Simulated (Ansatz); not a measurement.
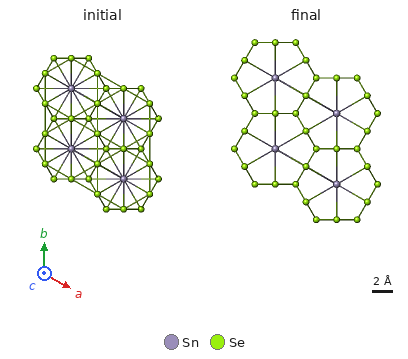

The structure of a crystal of SnSe$_{5}$ (a generated structure, set up in P6/mmm) before (left) and after (right) a relaxation, at one scale.

A ball-and-stick model of the cell of the calculation, seen along the c axis.

Level of theory: Ansatz 0.2.0, DFT PBE, scalar-relativistic, plane waves, PAW. (plane-wave cutoff 420 eV; k-point mesh 6 × 6 × 8; occupations gaussian; smearing width 0.1 eV; no spin polarisation; cell and atoms relaxed; force threshold 0.01 eV/Å; at most 80 steps)

Summarise the run.

Answer. The energy falls by 129 meV per atom in 8 accepted moves (10 points after the start). All forces vanish by symmetry, so only the cell relaxes. The pressure goes from 0.83 to −0.01 GPa. The SCF was repeated twice at an unchanged geometry on a basis and grid sized afresh for the cell, which shifted the energy by 3.5 meV per atom at most. The atoms keep their places relative to the cell (all moves are under 0.005 Å). Cell: a = b 6.176 → 7.245 Å (+17.3 %), c 4.392 → 3.527 Å (−19.7 %). Volume +10.5 %. Near-neighbour distances that change, for instance: Se–Sn 3.565 → 4.183 Å, Se–Se 3.088 → 3.622 Å, Se–Sn 3.789 → 4.029 Å, Se–Se 2.828 → 2.736 Å. Among the angles between lasting bonds that change: Se–Se–Se 101.9° → 80.3°, Se–Se–Se 78.1° → 99.7°, Se–Se–Se 66.2° → 82.9°. The space group stays P6/mmm (No. 191).
